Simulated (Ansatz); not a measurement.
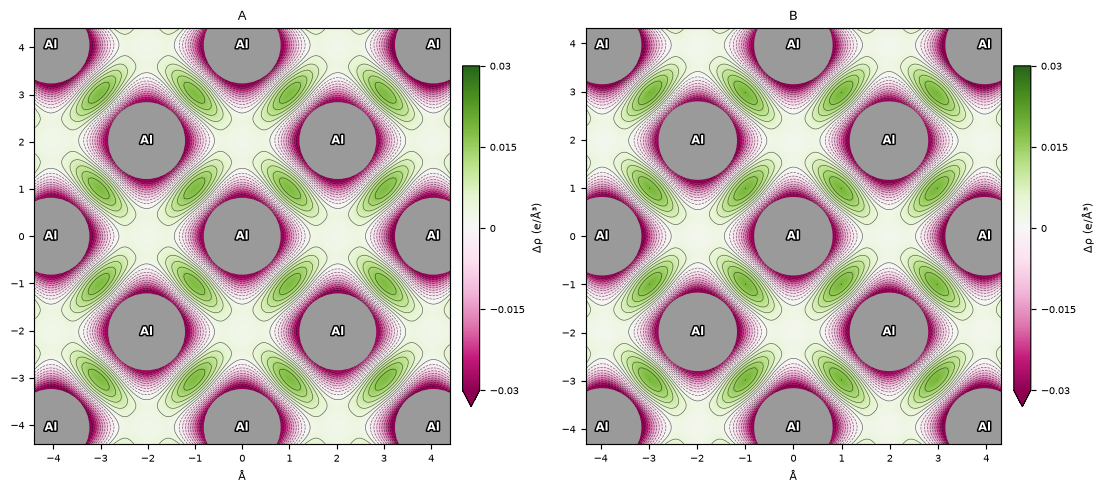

Al: deformation density on the (100) plane of the conventional cell at two volumes, with the same fractional coordinates and one colour scale. Grey discs cover the cores. Panel B has 94 % of the volume of panel A.

Space group Fm-3m.

These are results of DFT PBEsol, scalar-relativistic, plane waves, PAW in Ansatz 0.2.0, not measurements.

**What changes between the database cell and the scaled one?**

From A to B, Al–Al goes from 2.86 to 2.81 Å, and Δρ at its midpoint from +0.018 to +0.019 e/Å³.
- The pressure is −2.2 GPa in A and 3.0 GPa in B.
- The rearranged charge is 0.14 e an atom in A and 0.14 e in B.
